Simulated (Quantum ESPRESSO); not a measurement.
# GaN (F-43m): modes at Γ and the response to a field

Which modes does GaN (F-43m) have at the zone centre?

Main program and level: Quantum ESPRESSO 7.5; DFT LDA, scalar-relativistic, plane waves, PseudoDojo norm-conserving pseudopotentials.

### Step 1. The structure

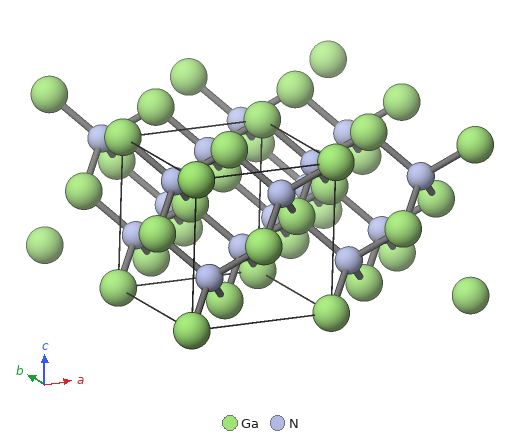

Start, viewed slightly off an axis; gallium green, nitrogen light blue. 2×2×1 cells are drawn. This picture shows the conventional cell, with its axes. Bonds to atoms that aren't drawn are left out. Some periodic images of atoms are drawn too.

### Step 2. A first look

A cheap run with smearing and empty bands tells whether the crystal has a gap, which decides between fixed occupations and smearing later on.

The input, probe.in:

```
&control
   calculation = 'scf'
   prefix = 'x'
   outdir = './tmp'
   pseudo_dir = './pseudo'
   tprnfor = .true.
   tstress = .true.
   verbosity = 'high'
/
&system
   ibrav = 2
   celldm(1) = 8.51699795
   nat = 2
   ntyp = 2
   ecutwfc = 92.0
   occupations = 'smearing'
   smearing = 'gaussian'
   degauss = 0.01
/
&electrons
   conv_thr = 1.0d-07
   mixing_beta = 0.7
   electron_maxstep = 100
/
ATOMIC_SPECIES
 Ga     69.7230  Ga.upf
 N      14.0070  N.upf
ATOMIC_POSITIONS crystal
 Ga     0.000000000   0.000000000   0.000000000
 N      0.750000000   0.750000000   0.750000000
K_POINTS automatic
 8 8 8 0 0 0
```

Launch:

```console
$ OMP_NUM_THREADS=1 mpirun -n 4 pw.x -nk 4 -in probe.in > probe.out
```

The log of the run:

```text
[banners, grids, parts of the stress and lines that vanish by symmetry left out]
Program PWSCF v.7.5
     bravais-lattice index     =            2
     lattice parameter (alat)  =       8.5170  a.u.
[...]
kinetic-energy cutoff     =      92.0000  Ry
     charge density cutoff     =     368.0000  Ry
     scf convergence threshold =      1.0E-07
[...]
Exchange-correlation= SLA  PW   NOGX NOGC
                           (   1   4   0   0   0   0   0)
[...]
24 Sym. Ops. (no inversion) found
[...]
(     0          1          0      )
                  (     0          0          1      )
[...]
(  0.0000000  1.0000000  0.0000000 )
                  (  0.0000000  0.0000000  1.0000000 )
[...]
(     1          0         -1      )
                  (     0          0         -1      )
[...]
(  0.0000000  1.0000000  0.0000000 )
[...]
(    -1          0          1      )
                  (    -1          0          0      )
[...]
(  0.0000000  0.0000000  1.0000000 )
                  (  0.0000000 -1.0000000  0.0000000 )
[...]
number of k points=    29  Gaussian smearing, width (Ry)=  0.0100
[...]
End of self-consistent calculation
[...]
the Fermi energy is    11.2209 ev
!    total energy              =    -173.54814849 Ry
[...]
convergence has been achieved in   7 iterations
[...]
atom    1 type  1   force =     0.00000000    0.00000000    0.00000000
     atom    2 type  2   force =     0.00000000    0.00000000    0.00000000
[...]
Total force =     0.000000     Total SCF correction =     0.000000
[...]
total   stress  (Ry/bohr**3)                   (kbar)     P=      -69.49
[...]
XML data file, charge density, pseudopotentials, collected wavefunctions

   JOB DONE.
```

Run time: 3.9 s. Hardware: 4 MPI ranks of Intel Xeon Platinum 8375C at 2.90GHz (Ice Lake), shared host; 15 s of CPU time.

Numbers from this step:

```yaml
volume_per_atom: 11.44 Å³
pressure: -6.949 GPa
gap_on_the_k_mesh: 1.769 eV
```

A gap of 1.8 eV opens on this mesh, so the crystal is taken as an insulator; the start stands at -6.9 GPa.

### Step 3. Relaxation

The relaxation runs at a cutoff a fifth above that of the response, since stress converges more slowly with the basis than frequencies do. Forces and stress are brought to rest with tight thresholds.

The input, relax.in:

```
&control
   calculation = 'vc-relax'
   prefix = 'x'
   outdir = './tmp'
   pseudo_dir = './pseudo'
   tprnfor = .true.
   tstress = .true.
   forc_conv_thr = 2.0d-05
   etot_conv_thr = 1.0d-07
   nstep = 40
/
&system
   ibrav = 2
   celldm(1) = 8.51699795
   nat = 2
   ntyp = 2
   ecutwfc = 110
   occupations = 'fixed'
   nbnd = 11
/
&electrons
   conv_thr = 1.0d-11
   mixing_beta = 0.7
   electron_maxstep = 100
/
&ions
/
&cell
   press_conv_thr = 0.2
/
ATOMIC_SPECIES
 Ga     69.7230  Ga.upf
 N      14.0070  N.upf
ATOMIC_POSITIONS crystal
 Ga     0.000000000   0.000000000   0.000000000
 N      0.750000000   0.750000000   0.750000000
K_POINTS automatic
 10 10 10 0 0 0
```

Launch:

```console
$ OMP_NUM_THREADS=1 mpirun -n 4 pw.x -nk 4 -in relax.in > relax.out
```

The log of the run:

```text
[banners, grids, parts of the stress and lines that vanish by symmetry left out]
[banner, memory and clock lines left out]
Program PWSCF v.7.5

[...]
kinetic-energy cutoff     =     110.0000  Ry
     charge density cutoff     =     440.0000  Ry
     scf convergence threshold =      1.0E-11
[...]
energy convergence thresh.=      1.0E-07
     force convergence thresh. =      2.0E-05
     press convergence thresh. =      2.0E-01
     Exchange-correlation= SLA  PW   NOGX NOGC
                           (   1   4   0   0   0   0   0)
[...]
24 Sym. Ops. (no inversion) found
[...]
number of k points=    47
[...]
End of self-consistent calculation
[...]
highest occupied, lowest unoccupied level (ev):    10.2215   11.9913
!    total energy              =    -173.54822490 Ry
[...]
convergence has been achieved in  14 iterations
[...]
atom    1 type  1   force =     0.00000000    0.00000000   -0.00000000
     atom    2 type  2   force =     0.00000000    0.00000000    0.00000000
     Total force =     0.000000     Total SCF correction =     0.000000
[...]
total   stress  (Ry/bohr**3)                   (kbar)     P=      -67.92
[...]
number of bfgs steps    =   0
[...]
CELL_PARAMETERS (alat=  8.51699795)
[...]
ATOMIC_POSITIONS (crystal)
Ga              -0.0000000000       -0.0000000000        0.0000000000
N                0.7500000000        0.7500000000        0.7500000000
[...]
New effective cutoffs (rho, wfc):  450.07  112.58
[...]
End of self-consistent calculation
[...]
highest occupied, lowest unoccupied level (ev):    10.7929   12.7936
!    total energy              =    -173.54953547 Ry
[...]
convergence has been achieved in   8 iterations
[...]
atom    1 type  1   force =     0.00000000    0.00000000    0.00000000
     atom    2 type  2   force =     0.00000000    0.00000000    0.00000000
     Total force =     0.000000     Total SCF correction =     0.000000
[...]
total   stress  (Ry/bohr**3)                   (kbar)     P=       -2.93
[...]
number of bfgs steps    =   1
[...]
CELL_PARAMETERS (alat=  8.51699795)
[...]
ATOMIC_POSITIONS (crystal)
Ga              -0.0000000000       -0.0000000000        0.0000000000
N                0.7500000000        0.7500000000        0.7500000000
[...]
New effective cutoffs (rho, wfc):  450.54  112.70
[...]
End of self-consistent calculation
[...]
highest occupied, lowest unoccupied level (ev):    10.8187   12.8296
!    total energy              =    -173.54953761 Ry
[...]
convergence has been achieved in   8 iterations
[...]
atom    1 type  1   force =     0.00000000    0.00000000    0.00000000
     atom    2 type  2   force =     0.00000000    0.00000000   -0.00000000
     Total force =     0.000000     Total SCF correction =     0.000000
[...]
total   stress  (Ry/bohr**3)                   (kbar)     P=        0.19
[...]
number of bfgs steps    =   2
[...]
small trust_radius: resetting bfgs history
[...]
CELL_PARAMETERS (alat=  8.51699795)
[...]
ATOMIC_POSITIONS (crystal)
Ga              -0.0000000000       -0.0000000000        0.0000000000
N                0.7500000000        0.7500000000        0.7500000000
[...]
New effective cutoffs (rho, wfc):  450.51  112.69
[...]
End of self-consistent calculation
[...]
highest occupied, lowest unoccupied level (ev):    10.8171   12.8274
!    total energy              =    -173.54953762 Ry
[...]
convergence has been achieved in   6 iterations
[...]
atom    1 type  1   force =    -0.00000000   -0.00000000   -0.00000000
     atom    2 type  2   force =     0.00000000    0.00000000    0.00000000
     Total force =     0.000000     Total SCF correction =     0.000000
[...]
total   stress  (Ry/bohr**3)                   (kbar)     P=       -0.01
[...]
bfgs converged in   4 scf cycles and   3 bfgs steps
[...]
End of BFGS Geometry Optimization
     Final enthalpy           =    -173.5495376207 Ry
     File ./tmp/x.bfgs deleted, as requested
[...]
CELL_PARAMETERS (alat=  8.51699795)
[...]
ATOMIC_POSITIONS (crystal)
Ga              -0.0000000000       -0.0000000000        0.0000000000
N                0.7500000000        0.7500000000        0.7500000000
[...]
Final scf calculation at the relaxed structure.
[...]
kinetic-energy cutoff     =     110.0000  Ry
     charge density cutoff     =     440.0000  Ry
     scf convergence threshold =      1.0E-13
[...]
press convergence thresh. =      2.0E-01
     Exchange-correlation= SLA  PW   NOGX NOGC
                           (   1   4   0   0   0   0   0)
[...]
24 Sym. Ops. (no inversion) found
[...]
number of k points=    47
[...]
End of self-consistent calculation
[...]
highest occupied, lowest unoccupied level (ev):    10.8171   12.8274
!    total energy              =    -173.54952714 Ry
[...]
convergence has been achieved in  16 iterations
[...]
atom    1 type  1   force =     0.00000000    0.00000000    0.00000000
     atom    2 type  2   force =    -0.00000000   -0.00000000   -0.00000000
     Total force =     0.000000     Total SCF correction =     0.000000
[...]
total   stress  (Ry/bohr**3)                   (kbar)     P=        0.04
[...]
XML data file, charge density, pseudopotentials, collected wavefunctions
```

Elapsed: 32 s, on 4 MPI ranks.

The steps of the relaxation:

```csv
step,energy less that of the first step (eV),largest force (eV/Å),pressure (GPa),volume (Å³)
1,0.0000,0.0000,-6.79,22.89
2,-0.0178,0.0000,-0.29,22.10
3,-0.0179,0.0000,0.02,22.07
4,-0.0179,0.0000,0.00,22.07
5,-0.0177,0.0000,0.00,22.07
```

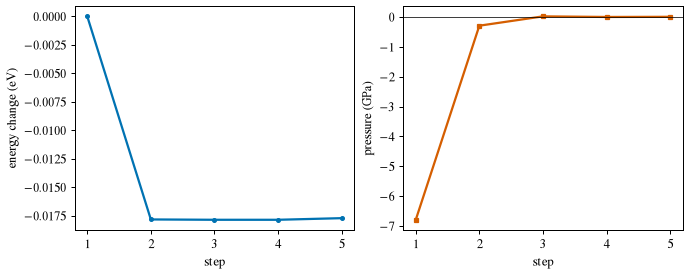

Energy and pressure along the relaxation.

```csv
"conventional cell, symmetrised",before,after,change
a (Å),4.507,4.453,-1.2 %
b (Å),4.507,4.453,-1.2 %
c (Å),4.507,4.453,-1.2 %
volume (Å³/atom),11.44,11.04,-3.6 %
```

Final coordinates:

```xyz
2
Lattice="-2.2264 0.0000 2.2264 0.0000 2.2264 2.2264 -2.2264 2.2264 0.0000" Properties=species:S:1:pos:R:3 pbc="T T T"
Ga    0.0000    0.0000    0.0000
N    -3.3396    3.3396    3.3396
```

The last row of the table of steps is pw.x's closing run on a basis chosen anew for the final cell, so its energy can jump.

This step gave:

| Property | Result |
| --- | --- |
| volume per atom | 11.04 Å³ |
| pressure | 0.004 GPa |
| gap on the k-mesh | 2.010 eV |

The volume changes by -3.6 % from the cell with which this run began.

### Step 4. Ground state

Perturbation theory inherits every error of the wavefunctions, so the threshold is set near the limit of the arithmetic. With a gap, occupations are fixed, which also allows the response to an electric field.

The input, scf.in:

```
&control
   calculation = 'scf'
   prefix = 'x'
   outdir = './tmp'
   pseudo_dir = './pseudo'
   tprnfor = .true.
   tstress = .true.
/
&system
   ibrav = 2
   celldm(1) = 8.41462021
   nat = 2
   ntyp = 2
   ecutwfc = 92.0
   occupations = 'fixed'
   nbnd = 11
/
&electrons
   conv_thr = 1.0d-12
   mixing_beta = 0.7
   electron_maxstep = 100
/
ATOMIC_SPECIES
 Ga     69.7230  Ga.upf
 N      14.0070  N.upf
ATOMIC_POSITIONS crystal
 Ga     0.000000000   0.000000000   0.000000000
 N      0.750000000   0.750000000   0.750000000
K_POINTS automatic
 12 12 12 0 0 0
```

Launch:

```console
$ OMP_NUM_THREADS=1 mpirun -n 4 pw.x -nk 4 -in scf.in > scf.out
```

The log of the run:

```text
[banners, grids, parts of the stress and lines that vanish by symmetry left out]
[banner, memory and clock lines left out]
Program PWSCF v.7.5

[...]
kinetic-energy cutoff     =      92.0000  Ry
     charge density cutoff     =     368.0000  Ry
     scf convergence threshold =      1.0E-12
[...]
Exchange-correlation= SLA  PW   NOGX NOGC
                           (   1   4   0   0   0   0   0)
[...]
24 Sym. Ops. (no inversion) found
[...]
number of k points=    72
[...]
End of self-consistent calculation
[...]
highest occupied, lowest unoccupied level (ev):    10.8171   12.8274
!    total energy              =    -173.54948303 Ry
[...]
convergence has been achieved in  19 iterations
[...]
atom    1 type  1   force =    -0.00000000   -0.00000000    0.00000000
     atom    2 type  2   force =     0.00000000    0.00000000   -0.00000000
     Total force =     0.000000     Total SCF correction =     0.000000
[...]
total   stress  (Ry/bohr**3)                   (kbar)     P=        0.31
[...]
XML data file, charge density, pseudopotentials, collected wavefunctions
```

It took 12 s on 4 MPI ranks.

Numbers from this step:

```yaml
pressure: 0.031 GPa
```

The cell stands at 0.031 GPa, close enough for phonons.

[end of part 1 of 4]

[Host names and launcher messages were left out of these logs when they were recorded.]

[Logs are printed without paths, hosts, clocks, repeated set-up lines and the standing remarks that a program may print on its own settings, such as how far it seeks lower states.]

[Hosts, paths, dates, database ids (printed as entryN), source tags and the programs' standing remarks are cut or masked in the printed files.]
